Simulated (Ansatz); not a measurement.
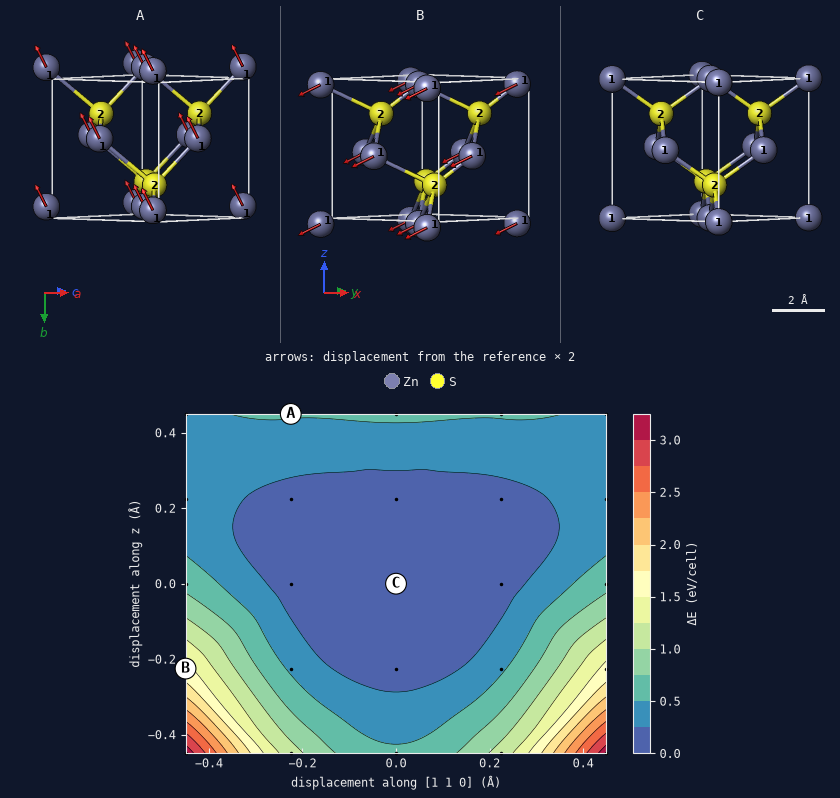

Solid ZnS (F-43m): Zn1 (one in each cell of 2 atoms) is moved over the plane of the Cartesian directions [1 1 0] and z, all else fixed. The map is interpolated between the computed points (dots). The lettered frames are marked on it. A ball-and-stick model of the conventional cell (4 times the calculation's cell), seen nearly along the normal of the scanned plane. Red arrows: displacements from the reference. Lengths and directions refer to the drawn axes.

Computed with Ansatz, DFT PBE, scalar-relativistic, plane waves, PAW. (plane-wave cutoff 420 eV; k-point mesh 10 × 10 × 10; occupations gaussian; smearing width 0.05 eV; no spin polarisation). Energies (free energies at the smearing named) are counted from the cell as listed in its source, which wasn't relaxed.

### Describe the energy landscape.

In pairs of (displacement along [1 1 0] (Å); displacement along z (Å)): the lowest computed point lies at (0.000, 0.000) (0.00 eV/cell), the highest at (−0.450, −0.450), (0.450, −0.450) (3.17 eV/cell). The frames lie at A (−0.225, 0.450): 0.52 eV/cell, B (−0.450, −0.225): 1.58 eV/cell, C (0.000, 0.000): 0.00 eV/cell.

The computed points:

Rows: displacement along [1 1 0] (Å); columns: displacement along z (Å); values in eV/cell.

```tsv
	−0.450	−0.225	0.000	0.225	0.450
−0.450	3.17	1.58	0.68	0.36	0.47
−0.225	1.12	0.46	0.15	0.19	0.52
0.000	0.54	0.14	0.00	0.14	0.54
0.225	1.12	0.46	0.15	0.19	0.52
0.450	3.17	1.58	0.68	0.36	0.47
```
